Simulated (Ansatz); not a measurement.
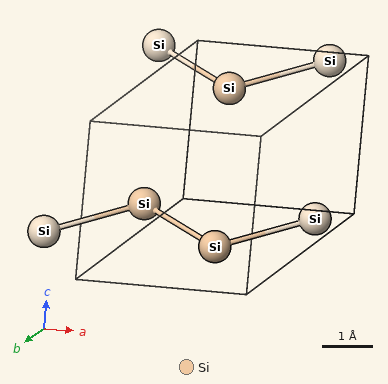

Drawn in the ball-and-stick manner and seen from a general direction. The edges of the simulation cell are marked. Atoms of adjacent cells appear where they bond to atoms in the box, in fainter colours.

Input used:
```yaml
crystal:
  lattice:
    - [-2.3713723045, 2.3713723045, 1.3292653899]
    - [2.3713723045, -2.3713723045, 1.3292653899]
    - [2.3713723045, 2.3713723045, -1.3292653899]
  atoms:
    - { symbol: Si, position: [0.16054461, 0.66054461, 0.32108922] }
    - { symbol: Si, position: [0.5, 0.5, 0.0] }
basis:
  ecutwfc: 420
kpoints:
  mp_grid: { grid: [20, 20, 20] }
hamiltonian:
  xc: pbe
scf:
  occupations: { method: gaussian, width: 0.15 }
output:
  forces: true
  stress: true
  eigenvalues: true
```
Run as:
```sh
ansatz run input.yaml --threads 1 --pin off --max-ram 2560MiB --backend cpu --events-out ev --progress --plain --runs-dir out
```

Electronic-structure method: DFT PBE, scalar-relativistic, plane waves, PAW (Ansatz 0.2.0). Parameters: wavefunction cutoff 420 eV, a 20×20×20 grid in reciprocal space, Gaussian smearing of 0.15 eV, no spin polarisation.

Question: What is the electronic character?

Answer: A metal: bands cross the Fermi level.

Question: Which way would the volume go on relaxing?

Answer: The computed pressure is 24.5 GPa (compressed: it would expand). The stress isn't hydrostatic: its largest component is 31.0 GPa.

The structure was taken from a structure listed in the Materials Project. The cell was then strained or its atoms displaced on purpose. Ansatz was used for an electronic-structure calculation on it.

At this level of theory the cell isn't at rest (compressed, at 24 GPa and forces up to 3.2 eV/Å), so its distances can differ from those at equilibrium, the more so the softer the solid.
